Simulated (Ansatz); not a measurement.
## Run report: MoSi2, single-point calculation

MoSi2 (3 atoms in the cell), computed with DFT PBE, scalar-relativistic, plane waves, PAW, PAW set soft_1, no spin polarisation (Ansatz 0.2.0).

The structure derives from an entry of the Crystallography Open Database. Figures and captions count atoms from 1; the log counts them from 0 in places.

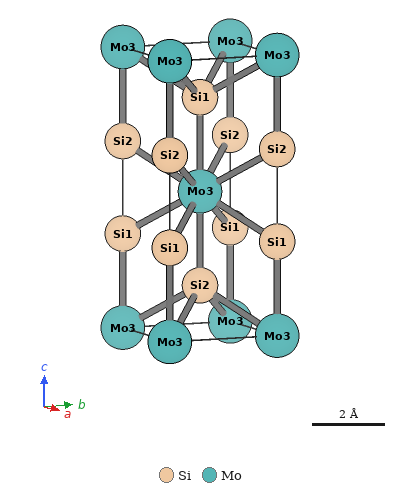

**Figure 1.** The structure as given in the input (ball-and-stick view of the cell 2 times as large as that of the calculation, set on its symmetry axes, seen slightly off an axis; atoms are numbered from 1 in the order of the input). An atom can appear more than once, as a periodic image.

### Input
```yaml
crystal:
  lattice:
    - [-1.6298787326, 1.6298787326, 3.9366136217]
    - [1.6298787326, -1.6298787326, 3.9366136217]
    - [1.6298787326, 1.6298787326, -3.9366136217]
  atoms:
    - { symbol: Si, position: [0.3350971189, 0.3350971189, 0.0] }
    - { symbol: Si, position: [0.6649028811, 0.6649028811, 0.0] }
    - { symbol: Mo, position: [0.0, 0.0, 0.0] }
basis:
  ecutwfc: 420
kpoints:
  mp_grid: { grid: [18, 18, 18] }
hamiltonian:
  xc: pbe
  pseudopotentials: { kind: paw, azcp: { folder: soft_1 } }
scf:
  occupations: { method: gaussian, width: 0.15 }
output:
  forces: true
  stress: true
  eigenvalues: true
  write_density: true
  write_potential: true
  elf: true
  volumetric_format: npy
```

Launched with:
```bash
ansatz run input.yaml --threads 2 --pin off --max-ram 4096MiB --backend cpu --events-out ev --progress --plain --runs-dir out
```

### Log
```
Engine: ansatz 0.2.0, aarch64-unknown-linux-gnu
Pseudopotentials: kind: paw
Pseudopotential: Si, paw, valence charge 4, recommended cutoff 420 eV (normal), [file]
Pseudopotential: Mo, paw, valence charge 14, recommended cutoff 420 eV (normal), [file]
Functional definition: PBE
  parameter kappa = 0.804
  parameter beta = 0.06672455060314922
  exchange = pbe_x(kappa = kappa, mu = beta*pi^2/3)
  correlation = pbe_c(beta = beta)
Crystal: 3 atoms, lattice volume = 41.831 Å³
Basis set: ecut = 420 eV, 833 PW (Γ), exchange–correlation on 64×64×64 points (8 copies of the dense FFT grid, shifted against one another)
Bands: 15, of which v1, the nominal top of the filled ones, is band 11 counted from 1 (10 counted from 0)
Symmetry: 16 space group operations
Space group: I4/mmm (ITA 139), of the structure as read, at distance tolerance 3.5e-5 Å
k-points: 480 of 5832
Non-local potential: Si, projectors of the file, l = 0: 2, l = 1: 2, l = 2: 1
Non-local potential: Mo, projectors of the file, l = 0: 3, l = 1: 2, l = 2: 2, l = 3: 1
PAW form: soft (Blöchl's): semilocal exchange-correlation on the pseudo side does not see the compensation charge
PAW one-centre angular grid: Si, 110 points (default); XC on 64 Gauss nodes
PAW one-centre angular grid: Mo, 590 points (default); XC on 64 Gauss nodes
Initial density: superposition of atomic densities (chi_scale 0.1, normalization cell, long waves kept (reshape's long-wave potential 0.00 eV rms))
Initial wavefunctions: pseudopotential atomic-orbital guess
Functional: x = pbe(κ = 0.804, μ = 0.2195149727645171), c = pbe(β = 0.06672455060314922)
SCF iter   1: F=—  HF=-6230.426741 eV  |F-HF|=—  |Δ(HF+E_count)|=         —  Δρ=9.32e-2  dr2=5.75e0  ethr=3.10e-3  ⟨swp⟩=5.3  Hψ=41276  notcnv=0
preconditioner: auto → Kerker (q_TF=auto, 2.451 Å⁻¹)  [metal: Δε(μ)=0.003 eV  Ē_g=7.881 eV  σ=0.150 eV  W_gap=0.01  n_scr=10 (ndim 8)  ℏωp=21.5 eV  f_vac=0.000  D(μ)=0.62/eV (n_scr^D=2)]
SCF iter   2: F=—  HF=-6229.188739 eV  |F-HF|=—  |Δ(HF+E_count)|=    1.24e0  Δρ=2.99e-2  dr2=2.71e-1  ethr=3.10e-3  ⟨swp⟩=2.6  Hψ=18190  notcnv=0  defer=6
SCF iter   3: F=—  HF=-6229.151957 eV  |F-HF|=—  |Δ(HF+E_count)|=   3.68e-2  Δρ=1.52e-2  dr2=6.99e-2  ethr=1.23e-3  ⟨swp⟩=2.3  Hψ=10241  notcnv=0  defer=6
SCF iter   4: F=—  HF=-6229.140837 eV  |F-HF|=—  |Δ(HF+E_count)|=   1.11e-2  Δρ=2.62e-3  dr2=3.06e-3  ethr=3.18e-4  ⟨swp⟩=2.8  Hψ=11007  notcnv=0  defer=6
SCF iter   5: F=—  HF=-6229.140103 eV  |F-HF|=—  |Δ(HF+E_count)|=   7.34e-4  Δρ=3.30e-4  dr2=8.03e-5  ethr=1.39e-5  ⟨swp⟩=2.9  Hψ=11912  notcnv=0  defer=6
SCF iter   6: F=—  HF=-6229.140100 eV  |F-HF|=—  |Δ(HF+E_count)|=   3.37e-6  Δρ=3.30e-5  dr2=5.56e-7  ethr=3.65e-7  ⟨swp⟩=2.2  Hψ=9233  notcnv=0  defer=5
SCF iter   7: F=-6229.140099 eV  HF=-6229.140099 eV  |F-HF|=3.75e-9  |Δ(HF+E_count)|=   5.34e-8  Δρ=5.77e-6  dr2=1.37e-8  ethr=4.55e-10  ⟨swp⟩=9.5  Hψ=51223  notcnv=0
SCF 1 converged in 7 iterations: F = -6229.140099 eV  dr2 = 1.37e-8
  greatest PAW one-centre occupation: 0.999 electrons in one spin orbital (limit 2), on the Mo atom at site 2 (counted from 0), in its partial waves of l = 0
SCF converged after 7 iterations
Free energy (F): -6229.140099 eV
Harris-Foulkes:  -6229.140099 eV  (|F-HF|=3.75e-9)
Internal energy: -6229.137428 eV  (E = F + TS)
E sigma→0 (E₀):  -6229.138764 eV
Entropy (-TS):   -0.002671 eV (-0.890 meV/atom)
Fermi energy:    15.198130 eV
--- Per-component energies (eV) ---
  E_band       = -61.333533
  E_kinetic    = 508.607777
  E_local      = -1154.538120  (includes V_loc(G=0)·N_el)
  E_nonlocal   = 192.024593
  E_hartree    = 437.244764
  E_xc         = -291.962568
  E_vxc        = -319.186837  (∫ρ·V_xc dr)
  E_paw        = -4234.799457  (= ΣΔE_a)
  E_vpaw       = -162.728763  (= ΣTr[D̂ρ^β])
  E_aug_tail   = 0.000107  (compensation charges beyond the density's cutoff)
  E_ewald      = -1685.714524
  E_smearing   = -0.002671  (= −TS)
  E_closure    = -0.000000  (closes the sum)
  Σ components = -6229.140099   (vs F -6229.140099, Δ=0.00e0)
--- Forces (eV/Å), atoms counted from 1 ---
  atom   1  Si     0.00000000    -0.00000000     0.04451141
  atom   2  Si    -0.00000000    -0.00000000    -0.04451141
  atom   3  Mo     0.00000000    -0.00000000     0.00000000
  max |Σ_I F_I| component: 2.08e-17 eV/Å
--- Stress (GPa, compression-positive) ---
       -6.281467       0.000000       0.000000
        0.000000      -6.281467       0.000000
        0.000000       0.000000      -2.196846
  P = ⅓ Tr σ = -4.9199 GPa (-49.199 kbar)
--- Band table (eV; the first three rows and the last of 480) ---
  k-point 0: bands = ["-45.5405", "-19.6517", "-19.6115", "-19.6115", "2.1250", "9.1125", "11.9339", "12.3827", "12.6645", "12.6645", "15.5154", "18.0781", "18.5361", "18.5361", "18.5675"]
  k-point 1: bands = ["-45.5397", "-19.6505", "-19.6177", "-19.6168", "2.2165", "9.1925", "11.5411", "12.4032", "12.4378", "13.0981", "15.1634", "17.7813", "18.3946", "18.5819", "18.7067"]
  k-point 2: bands = ["-45.5372", "-19.6471", "-19.6354", "-19.6322", "2.4872", "9.4157", "11.0093", "11.8827", "12.4686", "13.6871", "14.3193", "17.3364", "18.3178", "18.6898", "18.8912"]
  k-point 479: bands = ["-45.5401", "-19.6725", "-19.6130", "-19.6130", "4.0093", "5.3457", "11.9160", "13.1364", "14.6617", "14.6617", "14.6945", "14.6945", "15.6481", "19.9742", "20.0351"]
```

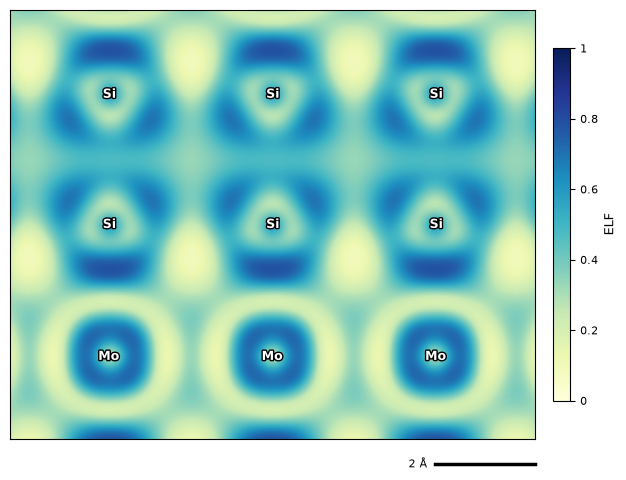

**Figure 2.** ELF on the (010) plane of the conventional cell. Si–Mo (2.64 Å): the ELF is about 0.40 at the midpoint. The strong features right at Mo lie inside the PAW spheres (semicore, d or f shells) and say nothing about bonding. Core electrons are frozen (PAW), so the fields are smoothed inside the atomic spheres.

### Summary

```json
{"quantity": "outcome", "value": "converged"}
{"quantity": "space group (tolerance 0.01 Å)", "value": "I4/mmm (139)"}
{"quantity": "electrons treated", "value": "22"}
{"quantity": "free energy", "value": "−6229.1401 eV"}
{"quantity": "Fermi energy", "value": "15.198 eV"}
{"quantity": "gap on the k-point mesh", "value": "none (metallic)"}
{"quantity": "pressure", "value": "−4.92 GPa"}
{"quantity": "largest force (length of the vector)", "value": "0.045 eV/Å"}
{"quantity": "hardware", "value": "2 threads of Arm Neoverse V2, 24 GiB of memory available, shared host"}
{"quantity": "wall time", "value": "9.7 s (CPU time 19 s)"}
{"quantity": "peak memory", "value": "0.53 GiB"}
```
